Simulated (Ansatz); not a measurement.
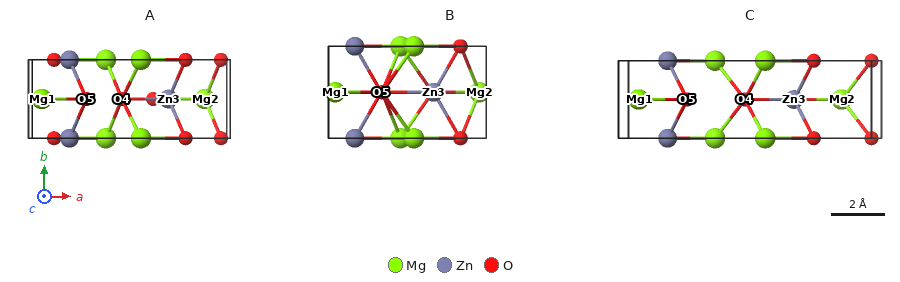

3 geometries from one relaxation of a crystal of Mg₂ZnO₃ (built on the Ca2ZnGa3-8 type type), in shuffled order. The picture is a ball-and-stick view of the conventional cell (2 times the calculation's cell), seen along the c axis. Lengths and directions refer to the drawn axes.

Theory: DFT, PBEsol, plane waves, PAW (Ansatz 0.2.0). Set-up: plane-wave cutoff 420 eV; k-point mesh 8 × 8 × 6; occupations fermi dirac; smearing width 0.03 eV; no spin polarisation; cell and atoms relaxed; force threshold 0.01 eV/Å; at most 120 steps.

Order the frames from highest to lowest energy.

Answer. B, A, C. They are steps 0, 7, 34, at +1711 meV per atom, +239 meV per atom relative to the last. The largest move relative to the cell is that of an O atom, 1.34 Å along [3 0 2]. By element the largest moves are O 1.34 Å, Mg 1.12 Å, Zn 0.52 Å. The drawn cell changes as follows: a 8.221 → 11.078 Å (+34.8 %), b 3.474 → 2.928 Å (−15.7 %), c 5.703 → 5.247 Å (−8.0 %), β 133.6° → 124.5°; the volume changes by +18.9 %. Near-neighbour distances that change, for instance: Mg–O 2.530 → 6.212 Å, Mg–O 2.381 → 3.813 Å, Mg–O 2.531 → 3.937 Å, Mg–O 2.510 → 3.887 Å. Bonds break: Mg–O (2.38 → 3.81 Å), Mg–O (2.40 → 3.72 Å), Mg–O (2.50 → 3.81 Å), Mg–O (2.51 → 3.89 Å). Among the angles between lasting bonds that change: Mg–O–Zn 61.5° → 107.1°, Mg–O–Zn 137.5° → 175.0°, O–Zn–O 91.5° → 125.6°. The space group stays Cm (No. 8). The energy falls by 1711 meV per atom in 27 accepted moves (34 points after the start). Largest force component: 6.1 eV/Å at the start, 0.00062 eV/Å at the end. The pressure goes from 20.20 to 0.00 GPa. The line search rejected the trial step at point 27 of the run. At 6 points the geometry stayed and the basis and grid were re-selected for the new cell (energy shift of 98.3 meV per atom at most each time). The run took 6.2 min on 2 threads of Arm Neoverse V1, with other jobs on the host, peak memory 0.56 GiB.
